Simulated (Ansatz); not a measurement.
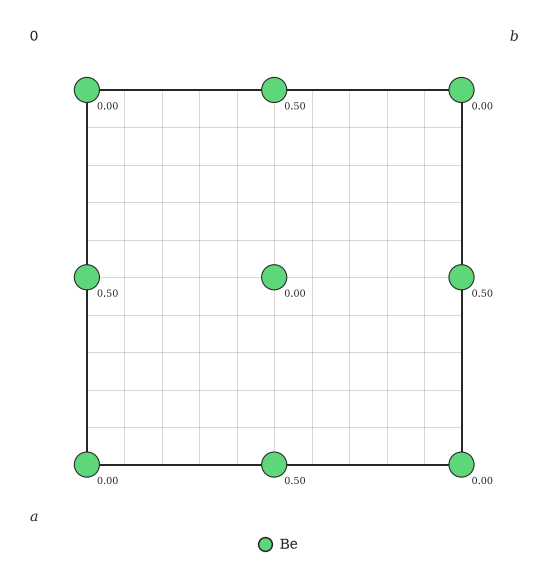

Plan of a unit cell projected along c (a down the page, b across); the numbers are heights as fractions of c, and atoms on the cell's edges are repeated. The grid marks tenths of a and b. Source: the input geometry of an electronic-structure calculation (not necessarily at equilibrium); the starting structure was generated, so it need not be a known form of this composition. Geometry calculated from the standardised cell; symmetry tolerance 0.002 Å.

a = 3.156 Å, b = 3.156 Å, c = 3.156 Å, α = 90.00°, β = 90.00°, γ = 90.00°.

What does the cell contain?

Answer. 4 Be: Be, Z = 4.

Give the fractional coordinates of all atoms, to two places.

Answer.
| atom | x | y | z |
| --- | --- | --- | --- |
| Be | 0.00 | 0.00 | 0.00 |
| Be | 0.00 | 0.50 | 0.50 |
| Be | 0.50 | 0.00 | 0.50 |
| Be | 0.50 | 0.50 | 0.00 |
